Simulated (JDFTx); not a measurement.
## Energy of MgS along an even scaling of the cell

System: MgS (Fm-3m, 2 atoms in the cell).
Method: Kohn-Sham DFT of a periodic cell, PBEsol, PseudoDojo-SR-PBEsol-0.4.1-standard, no spin polarisation (JDFTx 1.7.0 (patched build)).

The 7 runs differ only in the geometry, by an even scaling of the cell at fixed fractional positions. The structure derives from an entry of the Crystallography Open Database.

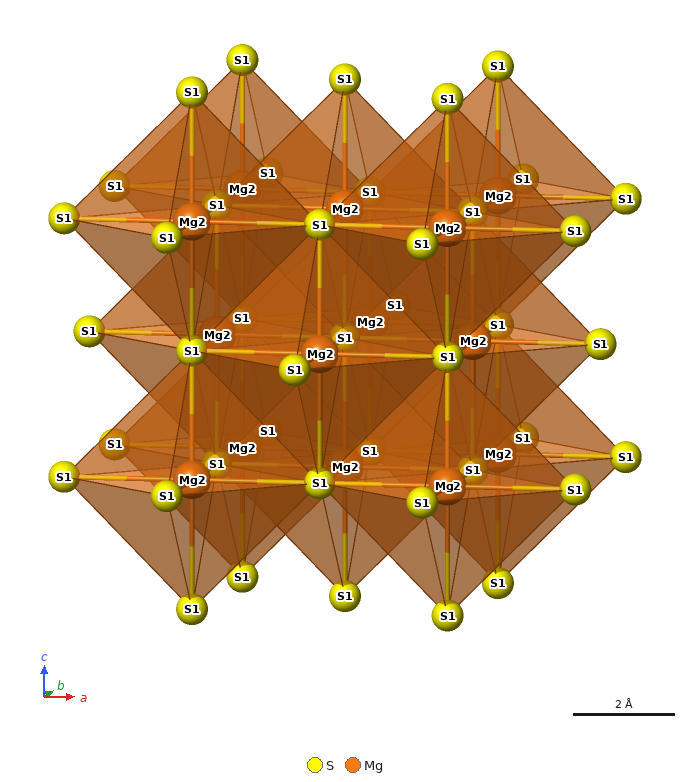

Figure 1. The structure of run 4 (polyhedral view of the cell 4 times as large as that of the calculation, set on its symmetry axes, seen slightly off an axis; polyhedra are completed across the faces of the cell; atoms are numbered from 1 in the order of the input). An atom can appear more than once, as a periodic image.

### Input of run 4
```
lattice \
    0.0000000000     4.9164059721     4.9164059721 \
    4.9164059721     0.0000000000     4.9164059721 \
    4.9164059721     4.9164059721     0.0000000000
coords-type Lattice
ion S      0.5000000000     0.5000000000     0.5000000000 1
ion Mg     0.0000000000     0.0000000000     0.0000000000 1

ion-species pseudo/S.upf
ion-species pseudo/Mg.upf
elec-cutoff 42 336
elec-ex-corr gga-PBEsol
kpoint-folding 9 9 9
elec-smearing Fermi 0.0018374661
elec-n-bands 14
electronic-SCF nIterations 100 energyDiffThreshold 1e-09
electronic-minimize nIterations 30 energyDiffThreshold 1e-7
forces-output-coords Cartesian

dump-name run.$VAR
dump End Ecomponents EigStats BandEigs Kpoints Forces Stress
```

Command:
```bash
jdftx -c 1 -i MgS.in -o MgS.out
```

Run 2 differs from it as follows:
```diff
-    0.0000000000     4.9164059721     4.9164059721 \
-    4.9164059721     0.0000000000     4.9164059721 \
-    4.9164059721     4.9164059721     0.0000000000
+    0.0000000000     4.8499599084     4.8499599084 \
+    4.8499599084     0.0000000000     4.8499599084 \
+    4.8499599084     4.8499599084     0.0000000000
```

### Results, with one run withheld

```tsv
run	volume per atom (Å³)	free energy per atom, from the lowest run given (meV)	pressure (GPa)	gap on the mesh (eV)
1	16.553	10.83	4.34	2.96
2	16.905	?	?	?
3	17.257	0.00	0.67	2.87
4	17.609	0.23	−0.89	2.83
5	17.962	3.74	−2.31	2.79
6	18.314	10.21	−3.59	2.75
7	18.666	19.34	−4.74	2.71
```

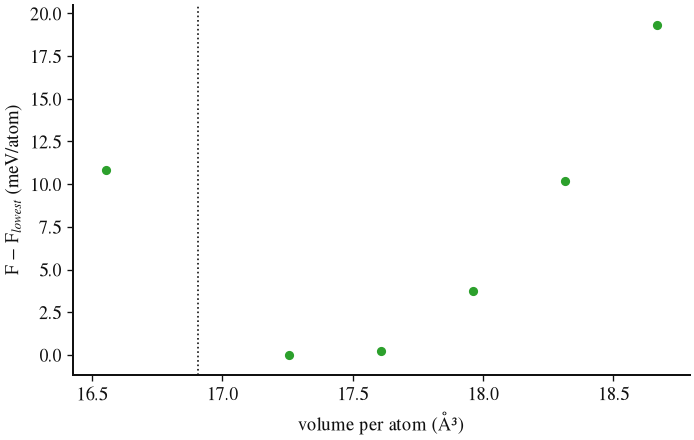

Figure 2. Free energy per atom of the runs given; the dotted line marks run 2.

Estimate the energy of run 2 from the others.

A cubic polynomial in V^(−2/3) (the Birch–Murnaghan form), fitted to the 6 runs given, misses them by under 0.01 meV per atom. With x = V^(−2/3) − 0.14722 Å⁻², it reads F = 0.85686 − 1426 x + 4.3001e+05 x² + 1.2623e+05 x³ (meV per atom). At run 2 it gives 3.40 meV per atom, and the run itself gives 3.40. The slope of the fit gives a pressure −dF/dV of 2.43 GPa there, and the run prints 2.41 GPa. The fit has its minimum at 17.408 Å³ per atom, where V d²F/dV² gives 78.1 GPa: the bulk modulus at this level, since symmetry fixes the shape and the positions. The gap on the mesh goes, without turning, from 2.96 eV in run 1 to 2.71 eV in run 7; run 2 has 2.92 eV. These are gaps of this functional on this mesh, which can miss the band edges; they aren't the measured gap.

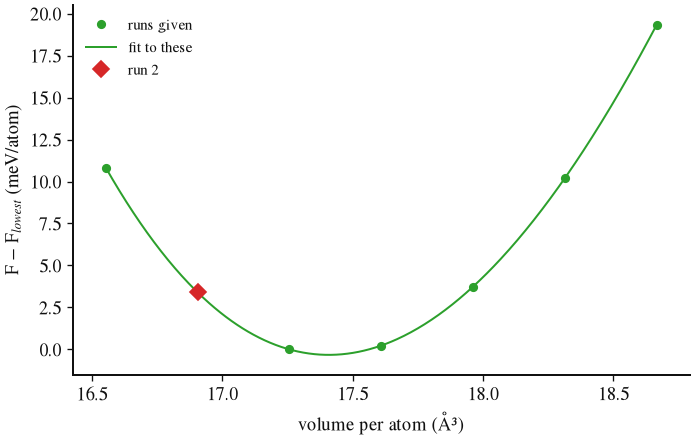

Figure 3. The fit and the withheld run.

### Some lines of the output (run 2)
```
[...]
unit cell volume = 228.163
     Etot =      -69.6697147321760610
        F =      -69.6697147321760610
	HOMO-LUMO gap: +0.107149
	Optical gap  : +0.143877 at state 0 ( [ +0.000000 +0.000000 +0.000000 ] spin 0 )
```
